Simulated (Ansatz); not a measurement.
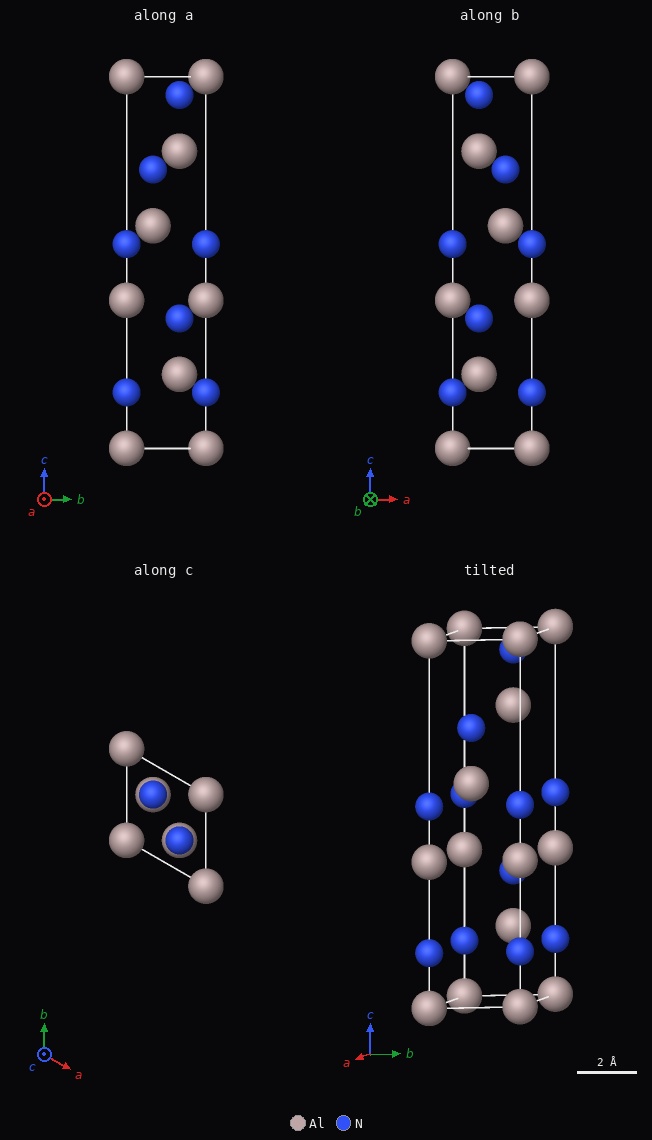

View along the a axis, along the b axis, along the c axis and slightly off an axis, drawn as a spheres-only model. The lines enclose the conventional unit cell; boundary atoms appear with their images.

Lattice parameters: a = 3.1192 Å, b = 3.1192 Å, c = 12.6557 Å, α = 90.000°, β = 90.000°, γ = 120.000°.

**Write down what is shown as a CIF with its space group and independent sites, with free fractional coordinates to two decimals.**

```cif
data_structure
_symmetry_space_group_name_H-M 'P 3 m 1'
_symmetry_Int_Tables_number 156
_cell_length_a 3.1192
_cell_length_b 3.1192
_cell_length_c 12.6557
_cell_angle_alpha 90.000
_cell_angle_beta 90.000
_cell_angle_gamma 120.000
_cell_volume 106.64
loop_
_atom_site_label
_atom_site_type_symbol
_atom_site_symmetry_multiplicity
_atom_site_Wyckoff_symbol
_atom_site_fract_x
_atom_site_fract_y
_atom_site_fract_z
_atom_site_occupancy
Al1 Al 1 a 0.00 0.00 0.00 1
N1 N 1 a 0.00 0.00 0.15 1
Al2 Al 1 b 0.3333 0.6667 0.20 1
N2 N 1 b 0.3333 0.6667 0.35 1
Al3 Al 1 a 0.00 0.00 0.40 1
N3 N 1 a 0.00 0.00 0.55 1
Al4 Al 1 c 0.6667 0.3333 0.60 1
N4 N 1 c 0.6667 0.3333 0.75 1
Al5 Al 1 b 0.3333 0.6667 0.80 1
N5 N 1 b 0.3333 0.6667 0.95 1
```

The model was built from a structure type filled with these elements by a generator (whether the compound takes this form wasn't checked). Cell shown after relaxation with Ansatz, DFT PBE, scalar-relativistic, plane waves, PAW.
